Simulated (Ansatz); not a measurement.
System: Zn18HO18 (cell charge +1, with a compensating background) (cell with a defect).

The calculation's input:

```
crystal:
  lattice:
    - [-1.0e-10, -5.680065669, -5.2931776513]
    - [-4.9190811645, 2.8400328345, -5.2931776513]
    - [4.9190811645, 2.8400328344, -5.2931776513]
  atoms:
    - { symbol: Zn, position: [0.3887351046, 0.0562774733, 0.0577639588] }
    - { symbol: Zn, position: [0.0563789582, 0.3886433353, 0.0577620168] }
    - { symbol: Zn, position: [0.3861811162, 0.7208988913, 0.3875761056] }
    - { symbol: Zn, position: [0.3861715548, 0.3860749596, 0.7223940888] }
    - { symbol: Zn, position: [0.0563725887, 0.0562775105, 0.3901056954] }
    - { symbol: Zn, position: [0.7207438507, 0.7203632667, 0.051824118] }
    - { symbol: Zn, position: [0.7209996235, 0.3860728185, 0.3875734908] }
    - { symbol: Zn, position: [0.0534677268, 0.7160121676, 0.7236662783] }
    - { symbol: Zn, position: [0.7207207134, 0.0539772893, 0.7254415095] }
    - { symbol: Zn, position: [0.4436916495, 0.4435954433, 0.1118119472] }
    - { symbol: Zn, position: [0.1086260929, 0.7773266378, 0.1084278787] }
    - { symbol: Zn, position: [0.4436879938, 0.1103078993, 0.4450756068] }
    - { symbol: Zn, position: [0.4439171932, 0.7742700276, 0.7757688182] }
    - { symbol: Zn, position: [0.110413577, 0.4435886616, 0.445080094] }
    - { symbol: Zn, position: [0.7814211146, 0.1084841694, 0.112356499] }
    - { symbol: Zn, position: [0.7743790983, 0.7742780684, 0.4452975467] }
    - { symbol: Zn, position: [0.1052099233, 0.1095047239, 0.784293201] }
    - { symbol: Zn, position: [0.7743719098, 0.4438166307, 0.7757630604] }
    - { symbol: O, position: [0.2710072618, 0.9273556241, 0.9288345082] }
    - { symbol: O, position: [0.9274572753, 0.2709100807, 0.9288343659] }
    - { symbol: O, position: [0.2584856334, 0.5968413807, 0.2598800672] }
    - { symbol: O, position: [0.2584846133, 0.2583795924, 0.5983264722] }
    - { symbol: O, position: [0.9274473151, 0.9273548979, 0.2723756132] }
    - { symbol: O, position: [0.5940309886, 0.5939269244, 0.9285235983] }
    - { symbol: O, position: [0.5969383257, 0.258383383, 0.2598764726] }
    - { symbol: O, position: [0.9271278298, 0.5939253921, 0.5954113212] }
    - { symbol: O, position: [0.5940225406, 0.9270259807, 0.595410036] }
    - { symbol: O, position: [0.3176468381, 0.3175464691, 0.9853069326] }
    - { symbol: O, position: [0.9809727352, 0.6510745454, 0.9840381513] }
    - { symbol: O, position: [0.317640514, 0.9838075316, 0.3190313408] }
    - { symbol: O, position: [0.3157339277, 0.6488365435, 0.6503328499] }
    - { symbol: O, position: [0.9839102217, 0.3175463775, 0.3190280015] }
    - { symbol: O, position: [0.6497630419, 0.9815228612, 0.9864222195] }
    - { symbol: O, position: [0.6489405308, 0.6488352985, 0.3171290549] }
    - { symbol: O, position: [0.9823141976, 0.9792401906, 0.6499866733] }
    - { symbol: O, position: [0.6489325972, 0.3156372302, 0.6503316978] }
    - { symbol: H, position: [0.9586350635, 0.9623097546, 0.9645704429] }
  host:
    lattice:
      - [3.279387443, 0.0, 0.0]
      - [-1.6396937215, 2.8400328345, 0.0]
      - [0.0, 0.0, 5.2931776513]
    atoms:
      - { symbol: Zn, position: [0.6666666667, 0.3333333333, 0.5006021986] }
      - { symbol: Zn, position: [0.3333333333, 0.6666666667, 0.0006021986] }
      - { symbol: O, position: [0.6666666667, 0.3333333333, 0.8797078014] }
      - { symbol: O, position: [0.3333333333, 0.6666666667, 0.3797078014] }
total_charge: 1
basis:
  ecutwfc: 420
  xc_grid: 2
kpoints:
  mp_grid: { grid: [2, 2, 2], shift: [0.5, 0.5, 0.5] }
hamiltonian:
  xc: pbe
scf:
  occupations: { method: gaussian, width: 0.02 }
output:
  forces: true
  stress: false
  eigenvalues: true
  charged_corrections:
    defect_position: [0.93055556, 0.93055556, 0.93055556]
    epsilon: [[10.5641, 0.0, 0.0], [0.0, 10.5641, 0.0], [0.0, 0.0, 11.6128]]
  write_density: true
  write_potential: true
  elf: true
  volumetric_format: npy
relax:
  adjacent_minimum: "off"
  f_tol: 0.03
  max_steps: 40
```

Command:

```sh
ansatz run input.yaml --threads 8 --pin off --max-ram 16384MiB --backend cpu --events-out ev --progress --plain --runs-dir out
```

The fields are those of the run's last geometry, not of the input's.

The calculation used Ansatz 0.2.0, DFT PBE, scalar-relativistic, plane waves, PAW.

What will maps of the valence pseudo-density and electron localisation function show?

Answer. O–H (0.99 Å): ρ is about 3.6 e/Å³ halfway; the ELF climbs to about 1 towards the hydrogen, as it does in any bond to H; a covalent bond by its length.
Zn–O (1.94 Å): ρ at the midpoint is about 0.65 e/Å³; the ELF peaks at about 0.85 in the valence shell of O, 0.6 Å from its nucleus, and is about 0.25 at the midpoint (no localised pair shows between them).
Zn–O (2.01 Å): the density is about 0.55 e/Å³ at the midpoint; the ELF peaks at about 0.85 in the valence shell of O, 0.6 Å from its nucleus, and is about 0.25 at the midpoint: no shared electron pair shows on this line.
Zn–O (2.01 Å): ρ is about 0.55 e/Å³ halfway; the ELF peaks at about 0.85 in the valence shell of O, 0.6 Å from its nucleus, and is about 0.25 at the midpoint (no shared electron pair shows on this line).

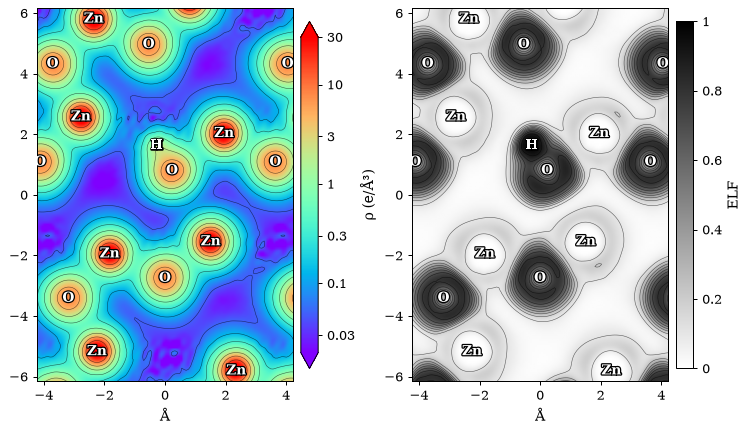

Computed valence pseudo-density and electron localisation function on the (11̄0) plane of the calculation cell, in this order. 

Core electrons are frozen (PAW), and the valence fields are smoothed inside the atomic spheres.
